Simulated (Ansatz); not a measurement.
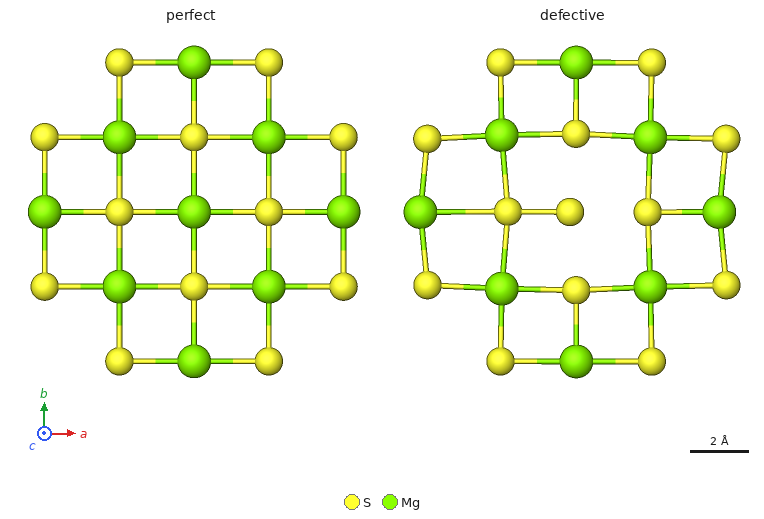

Left: perfect MgS. Right: the same region with one point defect, after relaxing the atoms in a supercell of 64 sites. The picture is a ball-and-stick view of the atoms within 6.0 Å of one point, in a slice 4.2 Å thick across the line of sight, seen along the c axis.

These are results of DFT, PBEsol, PAW, plane waves (Ansatz 0.2.0), not measurements. Settings: plane-wave cutoff 420 eV; k-point mesh 1 × 1 × 1; mesh shifted by (0.25, 0.25, 0.25); collinear spin. Fermi-Dirac smearing of 0.01 eV. A uniform background neutralises the charged cell. The axes drawn are those of the host's conventional cell.

**Which defect is it?**

A magnesium atom is replaced by sulfur.

The charge state of the cell is +1.

**What does the relaxation do around it?**

In the host the Mg atom has 6 S at 2.59 Å; the S atom ends with 2 S at 2.16 Å. Of the host's atoms, a sulfur atom moves furthest from its site, by 0.23 Å. The S atom itself moves 0.30 Å from where it was put. The cell's net moment is 1.00 μB.

Limits of the set-up: the cell is charged, on a uniform background, and energies carry no finite-size correction.
